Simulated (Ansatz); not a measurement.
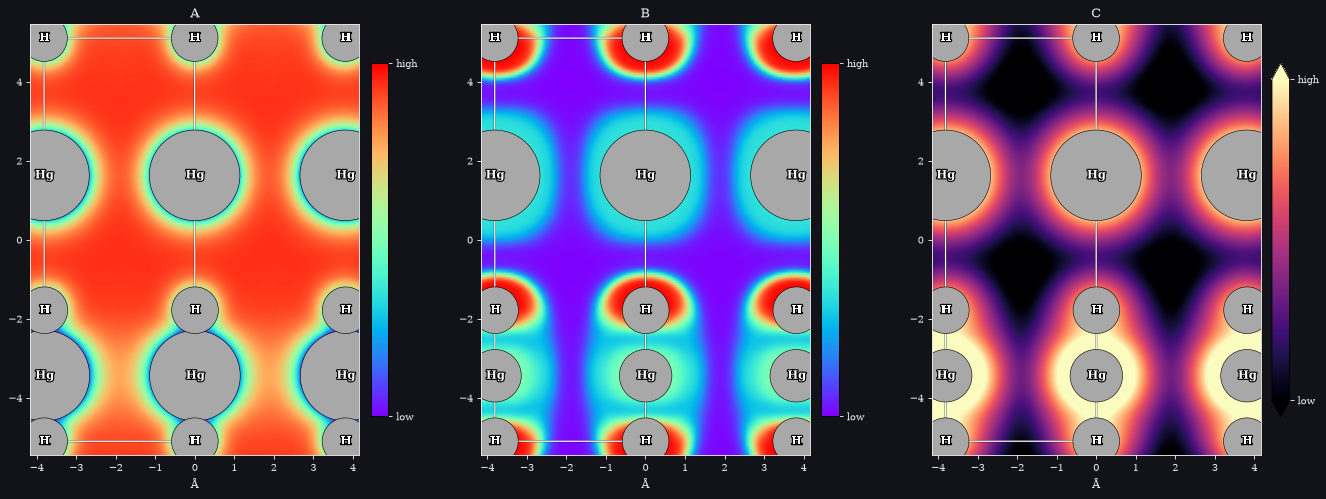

HgH: 3 fields on the (101̄) plane of the standardised cell, with unlabelled colour scales. Grey discs cover the atomic cores.

Space group P1; a structure from a database of computed crystals, not necessarily the ambient phase.

Level of theory: DFT PBE, scalar-relativistic, plane waves, PAW in Ansatz.

```
Hg H
1.0
    -5.49866   -0.21073    3.18572
     1.90860   -0.00246    3.29928
     0.16360    8.33755   -0.09867
Hg H
4 4
Direct
  0.86908 0.00000 0.24928
  0.36908 0.50000 0.24928
  0.37531 0.00154 0.75027
  0.87531 0.50154 0.75027
  0.55273 0.00226 0.90426
  0.05273 0.50226 0.90426
  0.19801 0.00080 0.59619
  0.69801 0.50080 0.59619
```

The panels show electron localisation function, electrostatic potential energy of an electron and valence pseudo-density in some order. Assign them.

Panel A: electrostatic potential energy of an electron (low next to the atoms, rising into the space between them). Panel B: electron localisation function. Panel C: valence pseudo-density.
